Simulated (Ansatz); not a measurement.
# Geometry relaxation of Rh (part 3 of 3)

The same run, continued: Rh (slab, 16 atoms in the cell); DFT PBE, scalar-relativistic, plane waves, PAW, no spin polarisation (Ansatz 0.2.0); cutoff 420 eV, 6×6×1 k-mesh, Gaussian smearing of 0.1 eV. The structure derives from an entry of the Crystallography Open Database. The input holds or restrains some coordinates. Forces given for the steps count only the free coordinates.

Geometry of the input (Å; fractional positions):
```
5.4164  0.0000  0.0000
0.0000  5.4164  0.0000
0.0000  0.0000  22.7450
Rh 0.2500  0.2500  0.3737
Rh 0.2500  0.7500  0.3737
Rh 0.7500  0.2500  0.3737
Rh 0.7500  0.7500  0.3737
Rh 0.5000  0.5000  0.4579
Rh 0.5000  0.0000  0.4579
Rh 0.0000  0.5000  0.4579
Rh 0.0000  0.0000  0.4579
Rh 0.7500  0.7500  0.5421
Rh 0.7500  0.2500  0.5421
Rh 0.2500  0.7500  0.5421
Rh 0.2500  0.2500  0.5421
Rh 0.0000  0.0000  0.6263
Rh 0.0000  0.5000  0.6263
Rh 0.5000  0.0000  0.6263
Rh 0.5000  0.5000  0.6263
```

## Output, continued
```
  k-point 2: bands = ["-74.8625", "-74.8378", "-74.8166", "-74.7996", "-74.7592", "-74.7470", "-74.7329", "-74.7159", "-74.1808", "-74.1648", "-74.1483", "-74.1312", "-74.1142", "-74.0977", "-74.0810", "-74.0640", "-42.9705", "-42.9417", "-42.9116", "-42.9112", "-42.8928", "-42.8902", "-42.8870", "-42.7676", "-42.7231", "-42.6944", "-42.6885", "-42.6646", "-42.6454", "-42.6274", "-42.5954", "-42.5858", "-42.5842", "-42.5695", "-42.5618", "-42.5341", "-42.5212", "-42.5079", "-42.4277", "-42.4239",
      "-42.2397", "-42.2396", "-42.1877", "-42.1830", "-42.1754", "-42.1633", "-42.1180", "-42.1011", "-42.0188", "-41.9994", "-41.9581", "-41.9408", "-41.9334", "-41.9327", "-41.9284", "-41.9273", "-41.9252", "-41.9183", "-41.8751", "-41.8645", "-41.8644", "-41.8568", "-41.8526", "-41.8499", "-2.5291", "-1.5873", "-1.5193", "-1.3497", "-1.3276", "-1.2435", "-1.1323", "-1.0958", "-1.0958", "-1.0661", "-1.0198", "-0.9622", "-0.6771", "-0.6334", "-0.4536", "-0.3220",
      "-0.3161", "-0.1092", "-0.0406", "-0.0096", "0.0485", "0.1405", "0.1970", "0.2317", "0.2596", "0.6837", "0.8513", "0.8950", "0.9423", "1.0572", "1.2225", "1.2445", "1.3043", "1.3336", "1.4471", "1.4574", "1.4883", "1.5044", "1.5450", "1.6324", "1.7103", "1.8293", "1.8421", "1.8477", "1.8621", "2.0961", "2.3492", "2.3637", "2.3965", "2.4739", "2.5637", "2.5816", "2.9249", "2.9443", "2.9565", "3.0548",
      "3.0727", "3.1080", "3.1255", "3.1285", "3.1486", "3.1556", "3.4218", "3.4830", "3.4940", "3.5985", "3.5986", "3.6659", "3.8843", "3.9237", "4.0140", "4.0309", "4.0429", "4.0882", "4.2332", "4.3111", "4.3343", "4.4633", "4.4634", "4.5056", "4.5095", "4.5886", "4.7390", "4.7536", "4.7894", "5.6135", "6.4108", "7.3339", "7.3690", "7.6770", "7.7033", "8.1843", "8.2164", "8.2389", "8.3083", "9.6342",
      "9.7119", "9.9871", "10.0304", "10.2013"]
  k-point 9: bands = ["-74.8294", "-74.8294", "-74.8294", "-74.8294", "-74.7386", "-74.7386", "-74.7386", "-74.7386", "-74.1563", "-74.1563", "-74.1563", "-74.1563", "-74.0892", "-74.0892", "-74.0892", "-74.0892", "-42.8401", "-42.8401", "-42.8401", "-42.8401", "-42.7769", "-42.7769", "-42.7769", "-42.7769", "-42.7682", "-42.7682", "-42.7682", "-42.7682", "-42.6350", "-42.6350", "-42.6350", "-42.6350", "-42.5839", "-42.5839", "-42.5839", "-42.5839", "-42.5253", "-42.5253", "-42.5253", "-42.5253",
      "-42.0899", "-42.0899", "-42.0899", "-42.0899", "-42.0896", "-42.0896", "-42.0896", "-42.0896", "-42.0288", "-42.0288", "-42.0288", "-42.0288", "-42.0280", "-42.0280", "-42.0280", "-42.0280", "-41.9289", "-41.9289", "-41.9289", "-41.9289", "-41.8598", "-41.8598", "-41.8598", "-41.8598", "-0.9968", "-0.9968", "-0.9968", "-0.9968", "-0.4743", "-0.4743", "-0.4743", "-0.4743", "-0.2832", "-0.2832", "-0.2832", "-0.2832", "-0.0471", "-0.0471", "-0.0471", "-0.0471",
      "0.0748", "0.0748", "0.0748", "0.0748", "0.2323", "0.2323", "0.2323", "0.2323", "0.4190", "0.4190", "0.4190", "0.4190", "0.7332", "0.7332", "0.7332", "0.7332", "1.0325", "1.0325", "1.0325", "1.0325", "1.3231", "1.3231", "1.3231", "1.3231", "2.1360", "2.1360", "2.1360", "2.1360", "2.1939", "2.1939", "2.1939", "2.1939", "2.2087", "2.2087", "2.2087", "2.2087", "2.7182", "2.7182", "2.7182", "2.7182",
      "2.7375", "2.7375", "2.7375", "2.7375", "2.7546", "2.7546", "2.7546", "2.7546", "3.0238", "3.0238", "3.0238", "3.0238", "3.0799", "3.0799", "3.0799", "3.0799", "3.6577", "3.6577", "3.6577", "3.6577", "3.8234", "3.8234", "3.8234", "3.8234", "4.6278", "4.6278", "4.6278", "4.6278", "5.1261", "5.1261", "5.1261", "5.1261", "7.0219", "7.0219", "7.0219", "7.0219", "9.1365", "9.1365", "9.1365", "9.1365",
      "10.7617", "10.7617", "10.7617", "10.7617"]
--- Relaxed structure (4 steps of the walk, 4 accepted, 0 SCFs on fresh bases) ---
  F+E_penalty+E_count = -102437.17735477 eV   max|allowed force component| = 5.498e-3 eV/Å
  atoms:
    - { symbol: Rh, position: [0.25, 0.25, 0.3737090481000001] }
    - { symbol: Rh, position: [0.25, 0.7499999999999999, 0.3737090481000001] }
    - { symbol: Rh, position: [0.7499999999999999, 0.25, 0.3737090481000001] }
    - { symbol: Rh, position: [0.7499999999999999, 0.7499999999999999, 0.3737090481000001] }
    - { symbol: Rh, position: [0.5, 0.5, 0.4579030160000001] }
    - { symbol: Rh, position: [0.5, 0.0, 0.4579030160000001] }
    - { symbol: Rh, position: [0.0, 0.5, 0.4579030160000001] }
    - { symbol: Rh, position: [0.0, 0.0, 0.4579030160000001] }
    - { symbol: Rh, position: [0.7499999999999999, 0.7499999999999999, 0.542064578436816] }
    - { symbol: Rh, position: [0.7499999999999999, 0.25, 0.542064578436816] }
    - { symbol: Rh, position: [0.25, 0.7499999999999999, 0.542064578436816] }
    - { symbol: Rh, position: [0.25, 0.25, 0.542064578436816] }
    - { symbol: Rh, position: [-2.5285808048818612e-18, 1.4756293960297069e-33, 0.6231917167455955] }
    - { symbol: Rh, position: [-2.5285808048818605e-18, 0.5, 0.6231917167455955] }
    - { symbol: Rh, position: [0.5, 2.7379147829948777e-33, 0.6231917167455955] }
    - { symbol: Rh, position: [0.5, 0.5, 0.6231917167455955] }
```

## Trajectory as extended XYZ (Å, eV, eV/Å), 4 frames, from step=1 to step=4
```
16
Lattice="5.4164 0.0000 0.0000 0.0000 5.4164 0.0000 0.0000 0.0000 22.7450" Properties=species:S:1:pos:R:3:forces:R:3 step=1 energy=-102437.10996
Rh    1.3541    1.3541    8.5000    0.0000   0.0000   0.4677
Rh    1.3541    4.0623    8.5000    0.0000   0.0000   0.4677
Rh    4.0623    1.3541    8.5000    0.0000   0.0000   0.4677
Rh    4.0623    4.0623    8.5000    0.0000   0.0000   0.4677
Rh    2.7082    2.7082   10.4150    0.0000   0.0000  -0.3647
Rh    2.7082    0.0000   10.4150    0.0000   0.0000  -0.3647
Rh    0.0000    2.7082   10.4150    0.0000   0.0000  -0.3647
Rh    0.0000    0.0000   10.4150    0.0000   0.0000  -0.3647
Rh    4.0623    4.0623   12.3300    0.0000   0.0000   0.3648
Rh    4.0623    1.3541   12.3300    0.0000   0.0000   0.3648
Rh    1.3541    4.0623   12.3300    0.0000   0.0000   0.3648
Rh    1.3541    1.3541   12.3300    0.0000   0.0000   0.3648
Rh    0.0000    0.0000   14.2450    0.0000   0.0000  -0.4676
Rh    0.0000    2.7082   14.2450    0.0000   0.0000  -0.4676
Rh    2.7082    0.0000   14.2450    0.0000   0.0000  -0.4676
Rh    2.7082    2.7082   14.2450    0.0000   0.0000  -0.4676
16
Lattice="5.4164 0.0000 0.0000 0.0000 5.4164 0.0000 0.0000 0.0000 22.7450" Properties=species:S:1:pos:R:3:forces:R:3 step=2 energy=-102437.15396
Rh    1.3541    1.3541    8.5000    0.0000   0.0000   0.4295
Rh    1.3541    4.0623    8.5000    0.0000   0.0000   0.4295
Rh    4.0623    1.3541    8.5000    0.0000   0.0000   0.4295
Rh    4.0623    4.0623    8.5000    0.0000   0.0000   0.4295
Rh    2.7082    2.7082   10.4150    0.0000   0.0000  -0.6224
Rh    2.7082    0.0000   10.4150    0.0000   0.0000  -0.6224
Rh    0.0000    2.7082   10.4150    0.0000   0.0000  -0.6224
Rh    0.0000    0.0000   10.4150    0.0000   0.0000  -0.6224
Rh    4.0623    4.0623   12.3106    0.0000   0.0000  -0.0781
Rh    4.0623    1.3541   12.3106    0.0000   0.0000  -0.0781
Rh    1.3541    4.0623   12.3106    0.0000   0.0000  -0.0781
Rh    1.3541    1.3541   12.3106    0.0000   0.0000  -0.0781
Rh    0.0000    0.0000   14.1266    0.0000   0.0000   0.2709
Rh    0.0000    2.7082   14.1266    0.0000   0.0000   0.2709
Rh    2.7082    0.0000   14.1266    0.0000   0.0000   0.2709
Rh    2.7082    2.7082   14.1266    0.0000   0.0000   0.2709
16
Lattice="5.4164 0.0000 0.0000 0.0000 5.4164 0.0000 0.0000 0.0000 22.7450" Properties=species:S:1:pos:R:3:forces:R:3 step=3 energy=-102437.17735
Rh    1.3541    1.3541    8.5000    0.0000   0.0000   0.4608
Rh    1.3541    4.0623    8.5000    0.0000   0.0000   0.4608
Rh    4.0623    1.3541    8.5000    0.0000   0.0000   0.4608
Rh    4.0623    4.0623    8.5000    0.0000   0.0000   0.4608
Rh    2.7082    2.7082   10.4150    0.0000   0.0000  -0.4704
Rh    2.7082    0.0000   10.4150    0.0000   0.0000  -0.4704
Rh    0.0000    2.7082   10.4150    0.0000   0.0000  -0.4704
Rh    0.0000    0.0000   10.4150    0.0000   0.0000  -0.4704
Rh    4.0623    4.0623   12.3292    0.0000   0.0000   0.0044
Rh    4.0623    1.3541   12.3292    0.0000   0.0000   0.0044
Rh    1.3541    4.0623   12.3292    0.0000   0.0000   0.0044
Rh    1.3541    1.3541   12.3292    0.0000   0.0000   0.0044
Rh    0.0000    0.0000   14.1745    0.0000   0.0000   0.0054
Rh    0.0000    2.7082   14.1745    0.0000   0.0000   0.0054
Rh    2.7082    0.0000   14.1745    0.0000   0.0000   0.0054
Rh    2.7082    2.7082   14.1745    0.0000   0.0000   0.0054
16
Lattice="5.4164 0.0000 0.0000 0.0000 5.4164 0.0000 0.0000 0.0000 22.7450" Properties=species:S:1:pos:R:3:forces:R:3 step=4 energy=-102437.17736
Rh    1.3541    1.3541    8.5000    0.0000   0.0000   0.4606
Rh    1.3541    4.0623    8.5000    0.0000   0.0000   0.4606
Rh    4.0623    1.3541    8.5000    0.0000   0.0000   0.4606
Rh    4.0623    4.0623    8.5000    0.0000   0.0000   0.4606
Rh    2.7082    2.7082   10.4150    0.0000   0.0000  -0.4705
Rh    2.7082    0.0000   10.4150    0.0000   0.0000  -0.4705
Rh    0.0000    2.7082   10.4150    0.0000   0.0000  -0.4705
Rh    0.0000    0.0000   10.4150    0.0000   0.0000  -0.4705
Rh    4.0623    4.0623   12.3292    0.0000   0.0000   0.0044
Rh    4.0623    1.3541   12.3292    0.0000   0.0000   0.0044
Rh    1.3541    4.0623   12.3292    0.0000   0.0000   0.0044
Rh    1.3541    1.3541   12.3292    0.0000   0.0000   0.0044
Rh    0.0000    0.0000   14.1745    0.0000   0.0000   0.0055
Rh    0.0000    2.7082   14.1745    0.0000   0.0000   0.0055
Rh    2.7082    0.0000   14.1745    0.0000   0.0000   0.0055
Rh    2.7082    2.7082   14.1745    0.0000   0.0000   0.0055
```

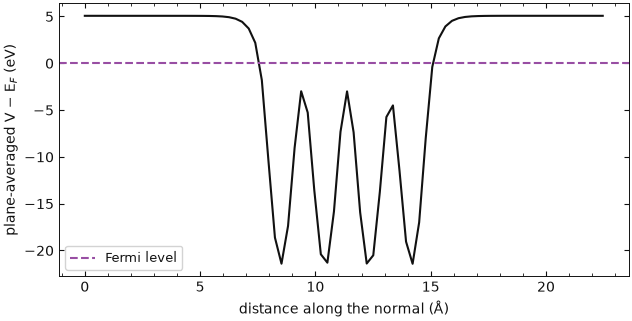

**Figure 1.** Plane average of the electrostatic potential energy of an electron across the cell, from the Fermi level. The vacuum level lies 5.08 eV above the Fermi level.

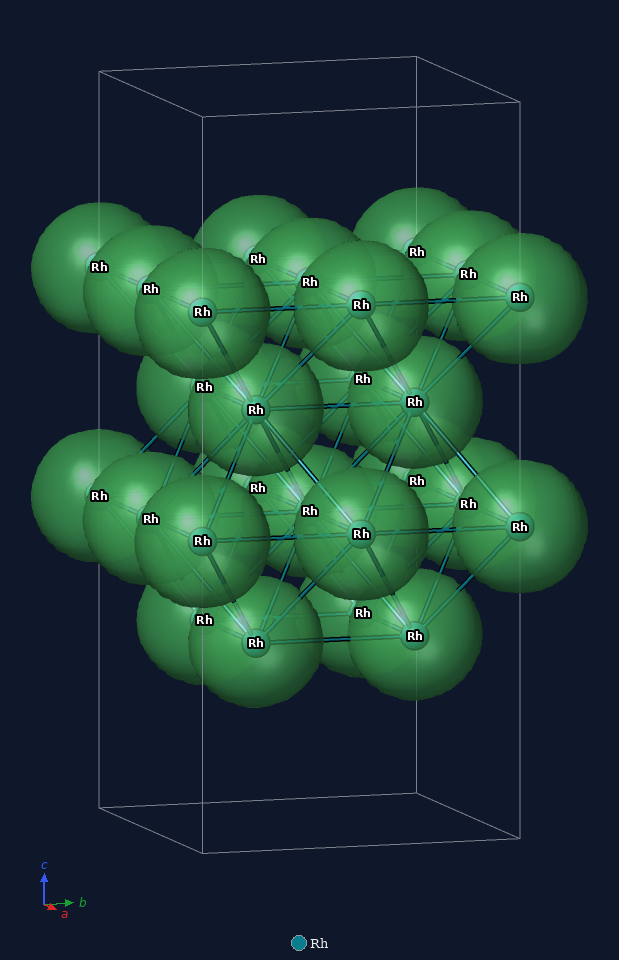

**Figure 2.** Isosurface of the valence pseudo-density at 0.5 e/Å³ (green), seen slightly off an axis. Sticks mark near contacts. At this value the density breaks into separate islands; it holds about 85 % of the electrons treated as valence (semicore included). It is pinched off along the Rh–Rh (2.66 Å) and Rh–Rh (2.71 Å) contacts. On the grid the lowest density along these lines, outside the cores, is 0.39 e/Å³ (Rh–Rh, 2.66 Å) and 0.36 e/Å³ (Rh–Rh, 2.71 Å). The fields are those of the smooth PAW valence density.

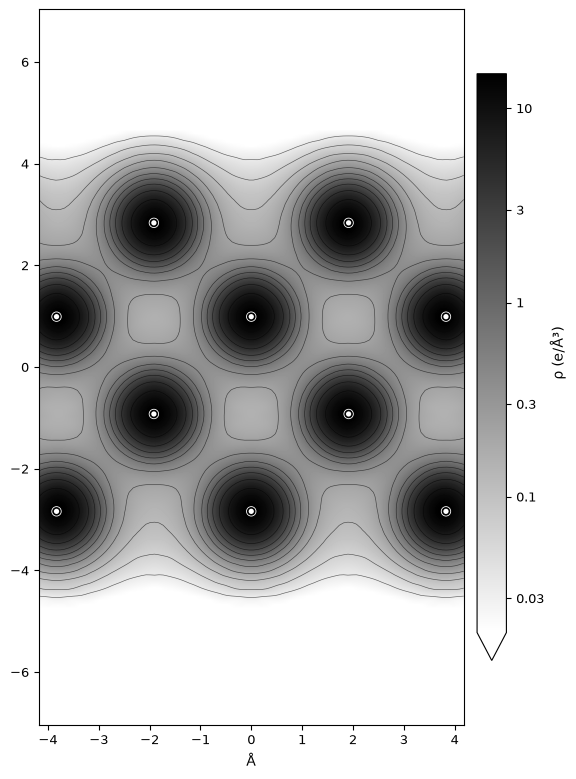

**Figure 3.** Valence charge density (pseudo) on the (11̄0) plane of the calculation cell, a cut from vacuum to vacuum. Circles mark the nuclei in the plane (Rh). Atoms in the plane: Rh. Rh–Rh (2.66 Å): the density is about 0.39 e/Å³ at the midpoint. Rh–Rh (2.71 Å): ρ is about 0.36 e/Å³ halfway. The density dies away to nearly zero in the vacuum.

## Summary

| quantity | value |
| --- | --- |
| outcome | converged under the restraints of the input |
| electrons treated | 272 |
| free energy | −102437.1774 eV |
| work function, top face | 5.08 eV |
| work function, bottom face | 5.07 eV |
| Fermi energy | 3.982 eV |
| gap on the k-point mesh | none (metallic) |
| final volume | 667.28 Å³ |
| work function (upper face) | 5.08 eV |
| largest force (length of the vector) at the end, held atoms and coordinates included | 0.470 eV/Å |
| wall time | 88 s (CPU time 5.7 min) |
| peak memory | 2.5 GiB |
